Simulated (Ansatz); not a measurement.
## Geometry relaxation, with input and output: InSe (part 1 of 3)

- system: InSe (8 atoms in the cell)
- method: DFT, PBE, dispersion d3bj, plane waves, PAW, no spin polarisation (Ansatz 0.2.0)

The structure derives from an entry of the Crystallography Open Database. Figures and captions count atoms from 1; the log counts them from 0 in places.

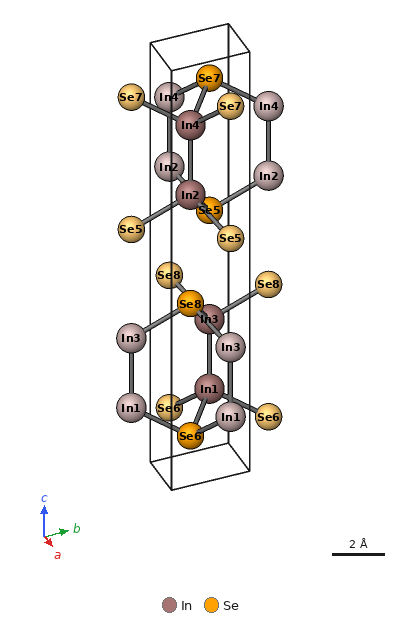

Figure 1. The structure as given in the input (ball-and-stick view of the cell of the calculation, seen slightly off an axis; neighbours outside the cell are drawn fainter; atoms are numbered from 1 in the order of the input). Near neighbours in the crystal (not all of them lie inside the picture): In has 1 In at 2.80 Å and 3 Se at 2.66 Å; Se has 3 In at 2.66 Å.

### The input
```yaml
crystal:
  lattice:
    - [4.0534006866, 0.0, 0.0]
    - [-2.0267003433, 3.5103479663, 0.0]
    - [0.0, 0.0, 16.9148837995]
  atoms:
    - { symbol: In, position: [0.3333333333, 0.6666666667, 0.1672393465] }
    - { symbol: In, position: [0.6666666667, 0.3333333333, 0.6672393465] }
    - { symbol: In, position: [0.3333333333, 0.6666666667, 0.3327606535] }
    - { symbol: In, position: [0.6666666667, 0.3333333333, 0.8327606535] }
    - { symbol: Se, position: [0.3333333333, 0.6666666667, 0.5922752874] }
    - { symbol: Se, position: [0.6666666667, 0.3333333333, 0.0922752874] }
    - { symbol: Se, position: [0.3333333333, 0.6666666667, 0.9077247126] }
    - { symbol: Se, position: [0.6666666667, 0.3333333333, 0.4077247126] }
basis:
  ecutwfc: 240.0
kpoints:
  mp_grid: { grid: [12, 12, 2] }
hamiltonian:
  xc: pbe
  dispersion: d3bj
scf:
  occupations: { method: gaussian, width: 0.01 }
output:
  forces: true
  stress: true
  eigenvalues: true
relax:
  adjacent_minimum: "off"
  f_tol: 0.005
  max_steps: 80
  cell: { stress_tol: 0.05 }
```

Launch command:
```bash
ansatz run input.yaml --threads 2 --pin off --max-ram 5120MiB --backend cpu --events-out ev --progress --plain --runs-dir out
```

### What the program printed
```
Warning: basis.ecutwfc = 240 eV is below the records' recommended 420 eV, and the density's cutoff is lower with it unless basis.ecutrho_ratio is high enough to keep the records' density cutoff: compare with a run at a higher cutoff
Engine: ansatz 0.2.0, x86_64-unknown-linux-gnu
Pseudopotentials: kind: paw
Pseudopotential: In, paw, valence charge 13, recommended cutoff 420 eV (normal), In.paw.azcp
Pseudopotential: Se, paw, valence charge 16, recommended cutoff 420 eV (normal), Se.paw.azcp
Functional definition: PBE
  parameter kappa = 0.804
  parameter beta = 0.06672455060314922
  exchange = pbe_x(kappa = kappa, mu = beta*pi^2/3)
  correlation = pbe_c(beta = beta)
Crystal: 8 atoms, lattice volume = 240.679 Å³
Basis set: ecut = 240 eV, 2023 PW (Γ), exchange–correlation on 48×48×180 points (8 copies of the dense FFT grid, shifted against one another)
Bands: 70, of which v1, the nominal top of the filled ones, is band 58 counted from 1 (57 counted from 0)
Symmetry: 24 space group operations
Space group: P63/mmc (ITA 194), of the structure as read, at distance tolerance 6.2e-5 Å
k-points: 38 of 288
Non-local potential: In, projectors of the file, l = 0: 2, l = 1: 2, l = 2: 2, l = 3: 2
Non-local potential: Se, projectors of the file, l = 0: 2, l = 1: 2, l = 2: 3, l = 3: 1
PAW form: soft (Blöchl's): semilocal exchange-correlation on the pseudo side does not see the compensation charge
PAW one-centre angular grid: In, 590 points (default); XC on 64 Gauss nodes
PAW one-centre angular grid: Se, 590 points (default); XC on 64 Gauss nodes
Initial density: superposition of atomic densities (neutral atoms: chi_scale 0, normalization atom), corrected by the library's trained network
Initial wavefunctions: pseudopotential atomic-orbital guess
Functional: x = pbe(κ = 0.804, μ = 0.2195149727645171), c = pbe(β = 0.06672455060314922)
SCF iter   1: F=—  HF=-44266.166544 eV  |F-HF|=—  |Δ(HF+E_count)|=         —  Δρ=1.91e-2  dr2=3.48e-1  ethr=1.77e-3  ⟨swp⟩=6.1  Hψ=9075  notcnv=0  defer=5
preconditioner: auto → Resta (q_TF=auto, 2.416 Å⁻¹)  ε∞=3.3  [insulator: Δε(μ)=0.310 eV  Ē_g=13.869 eV  σ=0.010 eV  W_gap=1.00  n_scr=66 (ndim 8)  ℏωp=20.9 eV  f_vac=0.099  D(μ)=0.00/eV (n_scr^D=0)  ε∞_Penn≈3.3]
SCF iter   2: F=—  HF=-44265.671314 eV  |F-HF|=—  |Δ(HF+E_count)|=   4.95e-1  Δρ=7.24e-3  dr2=4.92e-2  ethr=3.00e-4  ⟨swp⟩=2.0  Hψ=5446  notcnv=0  defer=292
SCF iter   3: F=—  HF=-44265.642115 eV  |F-HF|=—  |Δ(HF+E_count)|=   2.92e-2  Δρ=2.02e-3  dr2=6.73e-3  ethr=4.24e-5  ⟨swp⟩=2.0  Hψ=4736  notcnv=0  defer=292
SCF iter   4: F=—  HF=-44265.641146 eV  |F-HF|=—  |Δ(HF+E_count)|=   9.69e-4  Δρ=6.11e-4  dr2=1.27e-3  ethr=5.80e-6  ⟨swp⟩=2.1  Hψ=3067  notcnv=0  defer=292
SCF iter   5: F=—  HF=-44265.640882 eV  |F-HF|=—  |Δ(HF+E_count)|=   2.64e-4  Δρ=1.00e-4  dr2=1.73e-5  ethr=1.10e-6  ⟨swp⟩=2.0  Hψ=2951  notcnv=0  defer=292
SCF iter   6: F=—  HF=-44265.640648 eV  |F-HF|=—  |Δ(HF+E_count)|=   2.34e-4  Δρ=2.00e-5  dr2=1.44e-6  ethr=1.49e-8  ⟨swp⟩=3.0  Hψ=4572  notcnv=0  defer=292
SCF iter   7: F=—  HF=-44265.640649 eV  |F-HF|=—  |Δ(HF+E_count)|=   8.04e-7  Δρ=6.72e-6  dr2=2.06e-7  ethr=1.24e-9  ⟨swp⟩=2.0  Hψ=3812  notcnv=0  defer=292
SCF iter   8: F=-44265.640649 eV  HF=-44265.640649 eV  |F-HF|=4.63e-9  |Δ(HF+E_count)|=   2.26e-7  Δρ=1.52e-6  dr2=6.85e-9  ethr=8.62e-11  ⟨swp⟩=8.9  Hψ=9530  notcnv=0
SCF 1 converged in 8 iterations: F = -44265.640649 eV  dr2 = 6.85e-9
  greatest PAW one-centre occupation: 1.010 electrons in one spin orbital (limit 2), on the In atom at site 2 (counted from 0), in its partial waves of l = 2
relax step   1: F+E_penalty+E_count = -44265.64064889 eV  Δ(F+E_penalty+E_count) = +0.000e0 eV  max|allowed force component| = 3.911e-2 eV/Å  Δτ_max = 0.0000 Å  P = -0.048 GPa  Ω = 240.679 Å³  (8 SCF iters, dr2 threshold 1.00e-7 eV, accepted)
Crystal: 8 atoms, lattice volume = 235.046 Å³
Basis set: ecut = 240 eV, 1973 PW (Γ), exchange–correlation on 48×48×180 points (8 copies of the dense FFT grid, shifted against one another)
Initial density: handed on by an earlier stage of this run
Initial wavefunctions: those handed on with the density
iter 1 solved again at ethr=7.20e-5 eV; its pass at ethr=3.10e-3 eV (dr2=8.35e-2 eV) is discarded
SCF iter   1: F=—  HF=-44266.980246 eV  |F-HF|=—  |Δ(HF+E_count)|=         —  Δρ=5.65e-3  dr2=8.38e-2  ethr=7.20e-5  ⟨swp⟩=2.8  Hψ=10873  notcnv=0  defer=1
preconditioner: auto → Resta (q_TF=auto, 2.425 Å⁻¹)  ε∞=3.2  [insulator: Δε(μ)=0.130 eV  Ē_g=14.092 eV  σ=0.010 eV  W_gap=1.00  n_scr=66 (ndim 8)  ℏωp=21.1 eV  f_vac=0.085  D(μ)=0.00/eV (n_scr^D=0)  ε∞_Penn≈3.2]
SCF iter   2: F=—  HF=-44266.956239 eV  |F-HF|=—  |Δ(HF+E_count)|=   2.40e-2  Δρ=2.62e-3  dr2=9.86e-3  ethr=7.20e-5  ⟨swp⟩=3.3  Hψ=5043  notcnv=0  defer=8
SCF iter   3: F=—  HF=-44266.954716 eV  |F-HF|=—  |Δ(HF+E_count)|=   1.52e-3  Δρ=7.68e-4  dr2=1.02e-3  ethr=8.50e-6  ⟨swp⟩=2.1  Hψ=4999  notcnv=0  defer=8
SCF iter   4: F=—  HF=-44266.954940 eV  |F-HF|=—  |Δ(HF+E_count)|=   2.25e-4  Δρ=2.34e-4  dr2=1.38e-4  ethr=8.80e-7  ⟨swp⟩=3.0  Hψ=5261  notcnv=0  defer=8
SCF iter   5: F=—  HF=-44266.955010 eV  |F-HF|=—  |Δ(HF+E_count)|=   6.92e-5  Δρ=5.18e-5  dr2=1.27e-5  ethr=1.19e-7  ⟨swp⟩=2.0  Hψ=3266  notcnv=0  defer=8
SCF iter   6: F=—  HF=-44266.954955 eV  |F-HF|=—  |Δ(HF+E_count)|=   5.43e-5  Δρ=1.71e-5  dr2=1.31e-6  ethr=1.09e-8  ⟨swp⟩=3.0  Hψ=4376  notcnv=0  defer=8
SCF iter   7: F=-44266.954958 eV  HF=-44266.954958 eV  |F-HF|=1.59e-7  |Δ(HF+E_count)|=   2.79e-6  Δρ=4.84e-6  dr2=7.65e-8  ethr=8.24e-11  ⟨swp⟩=3.6  Hψ=9729  notcnv=0
SCF 2 converged in 7 iterations: F = -44266.954958 eV  dr2 = 7.65e-8
[... from here on the iterations of each SCF are left out, up to the last one ...]
relax step   2: F+E_penalty+E_count = -44266.95495821 eV  Δ(F+E_penalty+E_count) = -1.314e0 eV  max|allowed force component| = 9.434e-2 eV/Å  Δτ_max = 0.0924 Å  P = +5.163 GPa  Ω = 235.046 Å³  energy of the carried Pulay correction = +1.434e0 eV  (7 SCF iters, dr2 threshold 9.56e-8 eV, rejected (line search))
[... from here on the SCF iterations and repeated set-up lines of each step are left out, up to the last step ...]
SCF 3 converged in 10 iterations: F = -44265.716436 eV  dr2 = 3.02e-11
relax step   3: F+E_penalty+E_count = -44265.71643632 eV  Δ(F+E_penalty+E_count) = -7.579e-2 eV  max|allowed force component| = 3.575e-2 eV/Å  Δτ_max = 0.0124 Å  P = +0.115 GPa  Ω = 240.386 Å³  energy of the carried Pulay correction = +7.384e-2 eV  (10 SCF iters, accepted)
SCF 4 converged in 6 iterations: F = -44265.613801 eV  dr2 = 3.10e-8
relax step   4: F+E_penalty+E_count = -44265.61380137 eV  Δ(F+E_penalty+E_count) = +1.026e-1 eV  max|allowed force component| = 2.079e-2 eV/Å  Δτ_max = 0.0135 Å  P = -0.499 GPa  Ω = 240.792 Å³  energy of the carried Pulay correction = -2.842e-2 eV  (6 SCF iters, dr2 threshold 2.38e-7 eV, rejected (line search))
SCF 5 converged in 8 iterations: F = -44265.704517 eV  dr2 = 2.05e-11
relax step   5: F+E_penalty+E_count = -44265.70451691 eV  Δ(F+E_penalty+E_count) = +1.192e-2 eV  max|allowed force component| = 5.932e-3 eV/Å  Δτ_max = 0.0064 Å  P = -0.012 GPa  Ω = 240.436 Å³  energy of the carried Pulay correction = +6.129e-2 eV  (8 SCF iters, accepted)
SCF 6 converged in 6 iterations: F = -44265.710481 eV  dr2 = 1.93e-10
relax step   6: F+E_penalty+E_count = -44265.71048085 eV  Δ(F+E_penalty+E_count) = -5.964e-3 eV  max|allowed force component| = 1.659e-3 eV/Å  Δτ_max = 0.0012 Å  P = +0.001 GPa  Ω = 240.412 Å³  energy of the carried Pulay correction = +6.724e-2 eV  (6 SCF iters, dr2 threshold 2.20e-9 eV, accepted)
SCF 7 converged in 7 iterations: F = -44265.619789 eV  dr2 = 1.12e-11
relax step   7: F+E_penalty+E_count = -44265.61978898 eV  Δ(F+E_penalty+E_count) = +9.069e-2 eV  max|allowed force component| = 3.864e-3 eV/Å  Δτ_max = 0.0000 Å  P = -0.254 GPa  Ω = 240.412 Å³  stress off target by 2.84e-1 GPa  SCF on the basis re-selected at this cell (its energy is not comparable with the rows above)  (7 SCF iters)
SCF 8 converged in 4 iterations: F = -44265.679742 eV  dr2 = 8.94e-8
relax step   8: F+E_penalty+E_count = -44265.67974182 eV  Δ(F+E_penalty+E_count) = -5.995e-2 eV  max|allowed force component| = 1.166e-3 eV/Å  Δτ_max = 0.0012 Å  P = -0.001 GPa  Ω = 240.176 Å³  energy of the carried Pulay correction = +5.976e-2 eV  (4 SCF iters, dr2 threshold 2.01e-7 eV, accepted)
SCF 9 converged in 7 iterations: F = -44265.619777 eV  dr2 = 1.11e-11
relax step   9: F+E_penalty+E_count = -44265.61977747 eV  Δ(F+E_penalty+E_count) = +5.996e-2 eV  max|allowed force component| = 1.061e-3 eV/Å  Δτ_max = 0.0000 Å  P = -0.230 GPa  Ω = 240.176 Å³  stress off target by 2.68e-1 GPa  SCF on the basis re-selected at this cell (its energy is not comparable with the rows above)  (7 SCF iters)
SCF 10 converged in 4 iterations: F = -44265.676554 eV  dr2 = 1.12e-7
relax step  10: F+E_penalty+E_count = -44265.67655363 eV  Δ(F+E_penalty+E_count) = -5.678e-2 eV  max|allowed force component| = 5.788e-5 eV/Å  Δτ_max = 0.0019 Å  P = -0.108 GPa  Ω = 239.953 Å³  energy of the carried Pulay correction = +5.653e-2 eV  (4 SCF iters, dr2 threshold 1.79e-7 eV, accepted)
SCF 11 converged in 5 iterations: F = -44265.724112 eV  dr2 = 8.74e-9
relax step  11: F+E_penalty+E_count = -44265.72411239 eV  Δ(F+E_penalty+E_count) = -4.756e-2 eV  max|allowed force component| = 5.660e-4 eV/Å  Δτ_max = 0.0014 Å  P = -0.002 GPa  Ω = 239.764 Å³  energy of the carried Pulay correction = +1.040e-1 eV  (5 SCF iters, dr2 threshold 3.08e-8 eV, accepted)
SCF 12 converged in 6 iterations: F = -44265.608769 eV  dr2 = 7.03e-11
relax step  12: F+E_penalty+E_count = -44265.60876902 eV  Δ(F+E_penalty+E_count) = +1.153e-1 eV  max|allowed force component| = 1.449e-3 eV/Å  Δτ_max = 0.0000 Å  P = -0.195 GPa  Ω = 239.764 Å³  stress off target by 2.42e-1 GPa  SCF on the basis re-selected at this cell (its energy is not comparable with the rows above)  (6 SCF iters)
SCF 13 converged in 5 iterations: F = -44265.698887 eV  dr2 = 2.25e-8
relax step  13: F+E_penalty+E_count = -44265.69888700 eV  Δ(F+E_penalty+E_count) = -9.012e-2 eV  max|allowed force component| = 2.176e-3 eV/Å  Δτ_max = 0.0029 Å  P = -0.024 GPa  Ω = 239.410 Å³  energy of the carried Pulay correction = +8.986e-2 eV  (5 SCF iters, dr2 threshold 1.46e-7 eV, accepted)
SCF 14 converged in 6 iterations: F = -44265.624021 eV  dr2 = 6.76e-11
relax step  14: F+E_penalty+E_count = -44265.62402145 eV  Δ(F+E_penalty+E_count) = +7.487e-2 eV  max|allowed force component| = 1.296e-3 eV/Å  Δτ_max = 0.0000 Å  P = -0.180 GPa  Ω = 239.410 Å³  stress off target by 2.51e-1 GPa  SCF on the basis re-selected at this cell (its energy is not comparable with the rows above)  (6 SCF iters)
SCF 15 converged in 5 iterations: F = -44265.716582 eV  dr2 = 2.23e-8
relax step  15: F+E_penalty+E_count = -44265.71658195 eV  Δ(F+E_penalty+E_count) = -9.256e-2 eV  max|allowed force component| = 3.131e-3 eV/Å  Δτ_max = 0.0028 Å  P = -0.002 GPa  Ω = 239.046 Å³  energy of the carried Pulay correction = +9.233e-2 eV  (5 SCF iters, dr2 threshold 1.58e-7 eV, accepted)
SCF 16 converged in 6 iterations: F = -44265.636078 eV  dr2 = 7.20e-11
relax step  16: F+E_penalty+E_count = -44265.63607795 eV  Δ(F+E_penalty+E_count) = +8.050e-2 eV  max|allowed force component| = 4.459e-3 eV/Å  Δτ_max = 0.0000 Å  P = -0.158 GPa  Ω = 239.046 Å³  stress off target by 2.42e-1 GPa  SCF on the basis re-selected at this cell (its energy is not comparable with the rows above)  (6 SCF iters)
SCF 17 converged in 5 iterations: F = -44265.717561 eV  dr2 = 1.87e-8
relax step  17: F+E_penalty+E_count = -44265.71756092 eV  Δ(F+E_penalty+E_count) = -8.148e-2 eV  max|allowed force component| = 5.657e-3 eV/Å  Δτ_max = 0.0027 Å  P = -0.003 GPa  Ω = 238.725 Å³  energy of the carried Pulay correction = +8.129e-2 eV  (5 SCF iters, dr2 threshold 1.47e-7 eV, accepted)
SCF 18 converged in 4 iterations: F = -44265.718942 eV  dr2 = 6.49e-10
relax step  18: F+E_penalty+E_count = -44265.71894217 eV  Δ(F+E_penalty+E_count) = -1.381e-3 eV  max|allowed force component| = 4.812e-3 eV/Å  Δτ_max = 0.0001 Å  P = +0.003 GPa  Ω = 238.720 Å³  energy of the carried Pulay correction = +8.267e-2 eV  (4 SCF iters, dr2 threshold 2.00e-9 eV, accepted)
SCF 19 converged in 6 iterations: F = -44265.637424 eV  dr2 = 3.23e-11
relax step  19: F+E_penalty+E_count = -44265.63742440 eV  Δ(F+E_penalty+E_count) = +8.152e-2 eV  max|allowed force component| = 4.351e-3 eV/Å  Δτ_max = 0.0000 Å  P = -0.135 GPa  Ω = 238.720 Å³  stress off target by 2.23e-1 GPa  SCF on the basis re-selected at this cell (its energy is not comparable with the rows above)  (6 SCF iters)
SCF 20 converged in 5 iterations: F = -44265.683353 eV  dr2 = 5.91e-9
relax step  20: F+E_penalty+E_count = -44265.68335300 eV  Δ(F+E_penalty+E_count) = -4.593e-2 eV  max|allowed force component| = 1.164e-2 eV/Å  Δτ_max = 0.0013 Å  P = -0.011 GPa  Ω = 238.541 Å³  energy of the carried Pulay correction = +4.591e-2 eV  (5 SCF iters, dr2 threshold 1.24e-7 eV, accepted)
SCF 21 converged in 5 iterations: F = -44265.704665 eV  dr2 = 9.08e-9
relax step  21: F+E_penalty+E_count = -44265.70466526 eV  Δ(F+E_penalty+E_count) = -2.131e-2 eV  max|allowed force component| = 2.394e-4 eV/Å  Δτ_max = 0.0022 Å  P = +0.001 GPa  Ω = 238.456 Å³  energy of the carried Pulay correction = +6.709e-2 eV  (5 SCF iters, dr2 threshold 4.37e-8 eV, accepted)
SCF 22 converged in 6 iterations: F = -44265.636002 eV  dr2 = 4.43e-11
relax step  22: F+E_penalty+E_count = -44265.63600186 eV  Δ(F+E_penalty+E_count) = +6.866e-2 eV  max|allowed force component| = 1.444e-3 eV/Å  Δτ_max = 0.0000 Å  P = -0.115 GPa  Ω = 238.456 Å³  stress off target by 2.09e-1 GPa  SCF on the basis re-selected at this cell (its energy is not comparable with the rows above)  (6 SCF iters)
SCF 23 converged in 5 iterations: F = -44265.696175 eV  dr2 = 1.17e-8
relax step  23: F+E_penalty+E_count = -44265.69617493 eV  Δ(F+E_penalty+E_count) = -6.017e-2 eV  max|allowed force component| = 4.224e-4 eV/Å  Δτ_max = 0.0023 Å  P = -0.002 GPa  Ω = 238.220 Å³  energy of the carried Pulay correction = +6.003e-2 eV  (5 SCF iters, dr2 threshold 1.09e-7 eV, accepted)
SCF 24 converged in 6 iterations: F = -44265.625959 eV  dr2 = 5.07e-11
relax step  24: F+E_penalty+E_count = -44265.62595876 eV  Δ(F+E_penalty+E_count) = +7.022e-2 eV  max|allowed force component| = 1.246e-3 eV/Å  Δτ_max = 0.0000 Å  P = -0.093 GPa  Ω = 238.220 Å³  stress off target by 1.86e-1 GPa  SCF on the basis re-selected at this cell (its energy is not comparable with the rows above)  (6 SCF iters)
SCF 25 converged in 5 iterations: F = -44265.675411 eV  dr2 = 7.94e-9
relax step  25: F+E_penalty+E_count = -44265.67541077 eV  Δ(F+E_penalty+E_count) = -4.945e-2 eV  max|allowed force component| = 6.939e-4 eV/Å  Δτ_max = 0.0019 Å  P = -0.001 GPa  Ω = 238.027 Å³  energy of the carried Pulay correction = +4.935e-2 eV  (5 SCF iters, dr2 threshold 8.64e-8 eV, accepted)
SCF 26 converged in 6 iterations: F = -44265.645175 eV  dr2 = 2.04e-11
relax step  26: F+E_penalty+E_count = -44265.64517459 eV  Δ(F+E_penalty+E_count) = +3.024e-2 eV  max|allowed force component| = 2.624e-3 eV/Å  Δτ_max = 0.0000 Å  P = -0.092 GPa  Ω = 238.027 Å³  stress off target by 1.91e-1 GPa  SCF on the basis re-selected at this cell (its energy is not comparable with the rows above)  (6 SCF iters)
SCF 27 converged in 4 iterations: F = -44265.688863 eV  dr2 = 4.97e-8
relax step  27: F+E_penalty+E_count = -44265.68886275 eV  Δ(F+E_penalty+E_count) = -4.369e-2 eV  max|allowed force component| = 8.100e-4 eV/Å  Δτ_max = 0.0011 Å  P = -0.004 GPa  Ω = 237.857 Å³  energy of the carried Pulay correction = +4.360e-2 eV  (4 SCF iters, dr2 threshold 9.12e-8 eV, accepted)
SCF 28 converged in 6 iterations: F = -44265.644825 eV  dr2 = 4.98e-11
relax step  28: F+E_penalty+E_count = -44265.64482451 eV  Δ(F+E_penalty+E_count) = +4.404e-2 eV  max|allowed force component| = 1.437e-3 eV/Å  Δτ_max = 0.0000 Å  P = -0.080 GPa  Ω = 237.857 Å³  stress off target by 1.74e-1 GPa  SCF on the basis re-selected at this cell (its energy is not comparable with the rows above)  (6 SCF iters)
SCF 29 converged in 4 iterations: F = -44265.686327 eV  dr2 = 5.30e-8
relax step  29: F+E_penalty+E_count = -44265.68632712 eV  Δ(F+E_penalty+E_count) = -4.150e-2 eV  max|allowed force component| = 8.523e-4 eV/Å  Δτ_max = 0.0014 Å  P = -0.000 GPa  Ω = 237.695 Å³  energy of the carried Pulay correction = +4.142e-2 eV  (4 SCF iters, dr2 threshold 7.53e-8 eV, accepted)
SCF 30 converged in 6 iterations: F = -44265.637038 eV  dr2 = 5.88e-11
relax step  30: F+E_penalty+E_count = -44265.63703773 eV  Δ(F+E_penalty+E_count) = +4.929e-2 eV  max|allowed force component| = 9.744e-4 eV/Å  Δτ_max = 0.0000 Å  P = -0.066 GPa  Ω = 237.695 Å³  stress off target by 1.49e-1 GPa  SCF on the basis re-selected at this cell (its energy is not comparable with the rows above)  (6 SCF iters)
SCF 31 converged in 4 iterations: F = -44265.668887 eV  dr2 = 2.57e-8
relax step  31: F+E_penalty+E_count = -44265.66888673 eV  Δ(F+E_penalty+E_count) = -3.185e-2 eV  max|allowed force component| = 2.232e-4 eV/Å  Δτ_max = 0.0007 Å  P = +0.001 GPa  Ω = 237.571 Å³  energy of the carried Pulay correction = +3.180e-2 eV  (4 SCF iters, dr2 threshold 5.55e-8 eV, accepted)
SCF 32 converged in 6 iterations: F = -44265.647636 eV  dr2 = 2.13e-11
```
